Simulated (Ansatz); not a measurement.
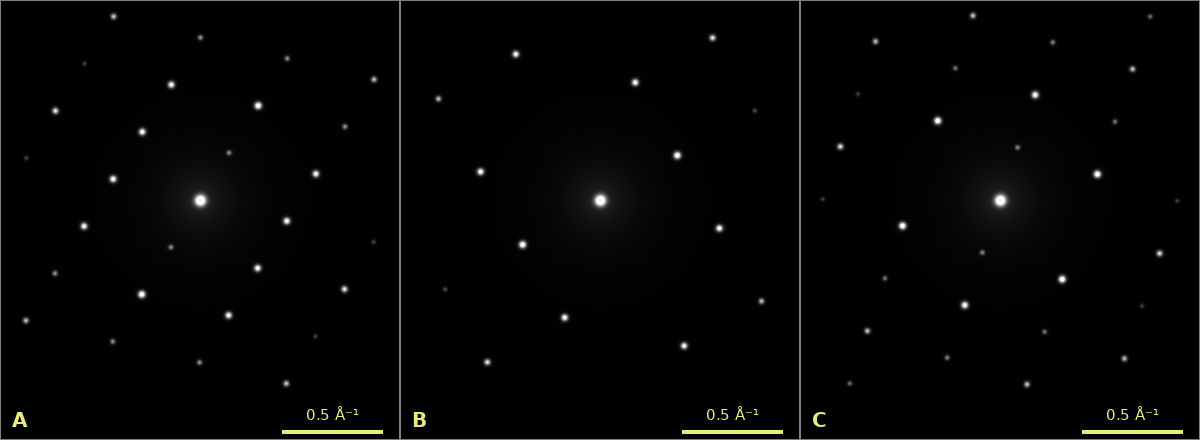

Simulated selected-area electron diffraction patterns (300 kV, kinematic approximation, thin crystal, B = 0.5 Å² for all atoms).

All three come from Co, space group Cmcm (No. 63), a = 2.36 Å, b = 7.22 Å, c = 2.38 Å. Structure: the input geometry of an electronic-structure calculation (not necessarily at equilibrium); the starting structure was generated, so it need not be a known form of this composition.

### Assign the zone axes [001], [100], [110] to A, B and C.

A is [001]: centred rectangular net of 0 2 0 at d = 3.61 Å and 1 1 0 at d = 2.24 Å, at 71.9°. B is [110]: rectangular net of 0 0 1 (itself extinct) at d = 2.38 Å and 1 -1 0 at d = 2.24 Å, at 90.0°. C is [100]: rectangular net of 0 2 0 at d = 3.61 Å and 0 0 1 (itself extinct) at d = 2.38 Å, at 90.0°.
